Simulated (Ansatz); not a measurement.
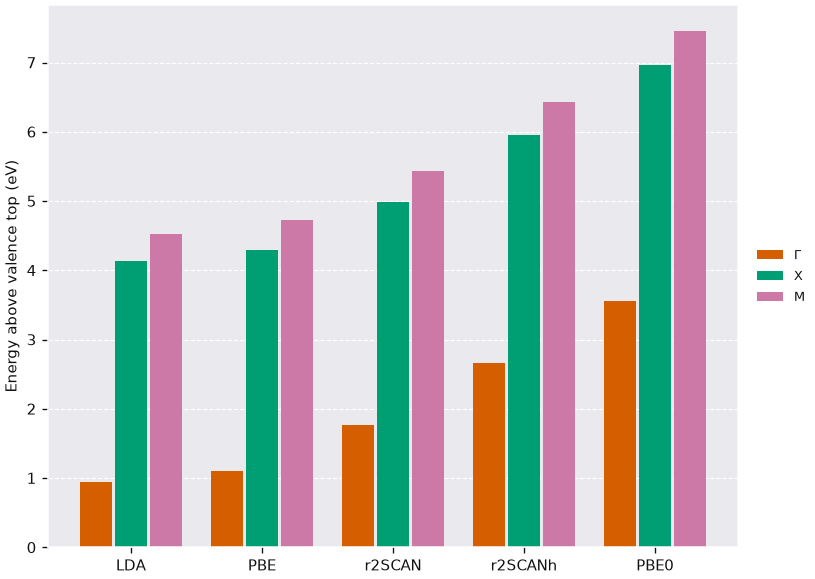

Lowest conduction level at each named k point, counted from the valence-band top at Γ, by several methods on one cell of rutile-type SnO₂, space group P4_2/mnm (No. 136), 6 atoms in the cell, relaxed with r2SCAN; a = 4.760 Å, c = 3.200 Å (tetragonal axes). All runs are without spin-orbit coupling and carry no moments. The names follow the standardised cell of this lattice; in reduced coordinates of the cell that was run, X is (0, 0.5, 0) and M is (0.5, 0.5, 0). The cell is at 8 GPa in PBE.

Question: Does r2SCANh shift these levels rigidly from PBE?

Answer: The shifts are +1.56 eV at Γ, +1.66 eV at X and +1.71 eV at M, and at points that aren't plotted +1.87 eV (Z), +1.89 eV (R) and +1.77 eV (A): over the named points that both runs hold, a spread of 0.33 eV on a mean of 1.74 eV, so one shift describes them only roughly.

Question: How do the methods rank at Γ?

Answer: From low to high: LDA 0.95, PBE 1.10, r2SCAN 1.77, r2SCANh 2.66, PBE0 3.56 eV.

Question: Do the methods agree on which of these conduction levels is lowest?

Answer: Yes: all put it at Γ.

| method | program | Γ (eV) | X (eV) | M (eV) |
| --- | --- | --- | --- | --- |
| LDA | Ansatz | 0.95 | 4.13 | 4.53 |
| PBE | Ansatz | 1.10 | 4.30 | 4.72 |
| r2SCAN | Ansatz | 1.77 | 4.99 | 5.43 |
| r2SCANh | Ansatz | 2.66 | 5.96 | 6.43 |
| PBE0 | Ansatz | 3.56 | 6.96 | 7.46 |

Settings. LDA: Ansatz PAW set, 6×6×8 k mesh, 420 eV cutoff, fixed occupations (Ansatz 0.2.0). PBE: Ansatz PAW set, 6×6×8 k mesh, 420 eV cutoff, Fermi-Dirac smearing of 0.02 eV (Ansatz). r2SCAN: Ansatz PAW set, 6×6×8 k mesh, 500 eV cutoff, fixed occupations (Ansatz). r2SCANh: Ansatz PAW set, 4×4×4 k mesh, 500 eV cutoff, fixed occupations (Ansatz). PBE0: Ansatz PAW set, 4×4×4 k mesh, 420 eV cutoff, fixed occupations (Ansatz 0.2.0).

These are five of the 7 methods that were run on this cell. LDA, r2SCAN, r2SCANh and PBE0: the PAW data sets were made with another functional. LDA, GGA and most meta-GGA functionals understate gaps. r2SCANh and PBE0: the k mesh is coarse, so the values aren't converged, least of all with exact exchange. The names follow the standardised cell of this lattice; in reduced coordinates of the cell that was run, Z is (0, 0, 0.5), R is (0, 0.5, 0.5) and A is (0.5, 0.5, 0.5).
